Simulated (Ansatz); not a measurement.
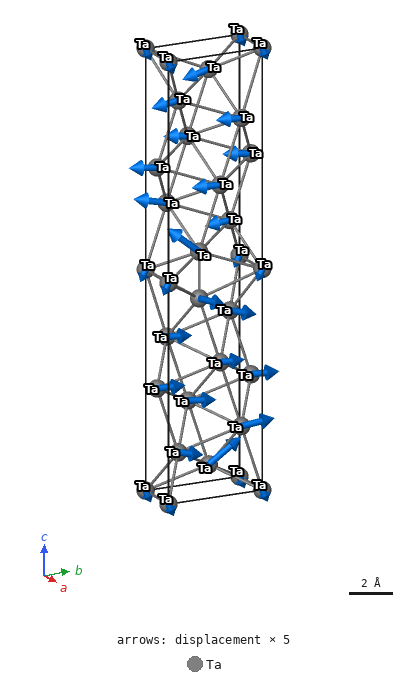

This is a relaxation of an interface cell of composition Ta. The starting structure is drawn; blue arrows show the displacements (the part carried along by the change of the cell is left out), magnified 5 times.

Style: ball-and-stick. Shown: the cell of the calculation, slightly off an axis.

Case: symmetric tilt boundary Sigma 5 (3 1 0), mirror on a plane, shift [0, 0].

The calculation used DFT PBE, scalar-relativistic, plane waves, PAW in Ansatz.

The input:
```yaml
crystal:
  lattice:
    - [3.3187896401, 0.0, 0.0]
    - [-1.6593948201, 5.2474671689, 0.0]
    - [0.0, 0.0, 21.2898686755]
  atoms:
    - { symbol: Ta, position: [0.0, 0.0, 0.0] }
    - { symbol: Ta, position: [0.3, 0.6, 0.0492954395] }
    - { symbol: Ta, position: [0.2, 0.4, 0.1971817581] }
    - { symbol: Ta, position: [0.1, 0.2, 0.3450680767] }
    - { symbol: Ta, position: [0.4, 0.8, 0.3943635162] }
    - { symbol: Ta, position: [0.6, 0.2, 0.098590879] }
    - { symbol: Ta, position: [0.9, 0.8, 0.1478863186] }
    - { symbol: Ta, position: [0.5, 0.0, 0.2464771976] }
    - { symbol: Ta, position: [0.8, 0.6, 0.2957726371] }
    - { symbol: Ta, position: [0.7, 0.4, 0.4436589557] }
    - { symbol: Ta, position: [0.3, 0.6, 0.9436589557] }
    - { symbol: Ta, position: [0.2, 0.4, 0.7957726371] }
    - { symbol: Ta, position: [0.1, 0.2, 0.6478863186] }
    - { symbol: Ta, position: [0.4, 0.8, 0.598590879] }
    - { symbol: Ta, position: [0.6, 0.2, 0.8943635162] }
    - { symbol: Ta, position: [0.9, 0.8, 0.8450680767] }
    - { symbol: Ta, position: [0.5, 0.0, 0.7464771976] }
    - { symbol: Ta, position: [0.8, 0.6, 0.6971817581] }
    - { symbol: Ta, position: [0.7, 0.4, 0.5492954395] }
    - { symbol: Ta, position: [0.0, 0.0, 0.5] }
basis:
  ecutwfc: 420
kpoints:
  mp_grid: { grid: [10, 10, 2] }
hamiltonian:
  xc: pbe
scf:
  occupations: { method: gaussian, width: 0.1 }
output:
  forces: true
  stress: true
  eigenvalues: true
  populations: true
relax:
  adjacent_minimum: "off"
  f_tol: 0.02
  max_steps: 60
  cell: { fix: [a, b, alpha, beta, gamma], stress_tol: 0.1 }
```

Run as
```bash
ansatz run input.yaml --threads 4 --pin off --max-ram 11264MiB --backend cpu --events-out ev --progress --plain --runs-dir out
```

Describe the change and its energy.

The energy falls by 1.612 eV per cell of the calculation in 10 accepted moves (14 points after the start). The largest force component goes from 5.1 to 0.0079 eV/Å. The pressure goes from 1.69 to −0.89 GPa. The line search rejected the trial steps at points 7, 10, 12 of the run. At 1 point the geometry stayed and the basis and grid were re-selected for the new cell (energy shift of 1.5 meV per cell of the calculation at most each time). The largest moves relative to the cell, 0.40 Å, are those of Ta2 and Ta19. Ta2 goes roughly along [1 3 1]. Cell: a unchanged at 3.319 Å, b unchanged at 5.504 Å, c 21.290 → 21.526 Å (+1.1 %). Volume +1.1 %. Near-neighbour distances that change, for instance: Ta10–Ta19 2.249 → 2.670 Å, Ta19–Ta20 3.319 → 3.703 Å, Ta10–Ta20 3.369 → 3.068 Å, Ta10–Ta20 (another image) 2.932 → 3.160 Å.
